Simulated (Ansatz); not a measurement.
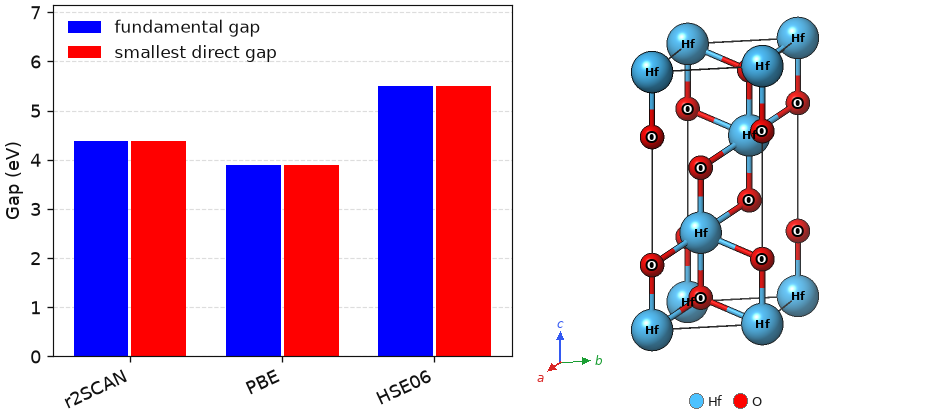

Gaps of HfO2, space group R-3m (No. 166), 3 atoms in the cell, fluorite type, shear (111) strain −3.0%, at several levels of theory on one cell (Ansatz, plane waves and PAW; edges over the mesh and the special points).

How does the gap depend on the level, and does its kind change?

In rising order: PBE 3.88 eV, r2SCAN 4.39 eV and HSE06 5.50 eV. It is direct at every level.
